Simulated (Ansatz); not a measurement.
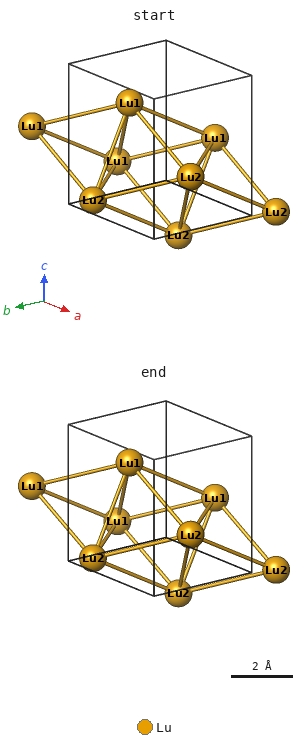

The structure of solid Lu (built on the hcp type) (coarse preliminary run) before (top) and after (bottom) a relaxation, at one scale.

A ball-and-stick model of the cell of the calculation, repeated 2 × 2 × 1 with one cell outlined, seen from a free direction.

The calculation used Ansatz 0.2.0, DFT PBE, scalar-relativistic, plane waves, PAW. Set-up: plane-wave cutoff 420 eV; k-point mesh 6 × 6 × 4; occupations gaussian; smearing width 0.05 eV; no spin polarisation; cell and atoms relaxed; force threshold 0.03 eV/Å; at most 60 steps.

Summarise the run.

No atom moves by more than 0.005 Å relative to the cell. The drawn cell changes as follows: a = b 3.510 → 3.514 Å (+0.1 %), c 5.563 → 5.417 Å (−2.6 %); the volume changes by −2.4 %. Near-neighbour distances that change, for instance: Lu1–Lu2 3.442 → 3.384 Å, Lu1–Lu1 3.510 → 3.514 Å. The space group stays P6_3/mmc (No. 194). After 1 accepted move (2 points after the start) the energy has fallen by 5.8 meV per atom. All forces vanish by symmetry, so only the cell relaxes. Pressure: −0.97 GPa at the start and 0.15 GPa at the end. The SCF was repeated once at an unchanged geometry on a basis and grid sized afresh for the cell, which shifted the energy by 0.2 meV per atom at most. The run took about 14 core-seconds on a shared host.
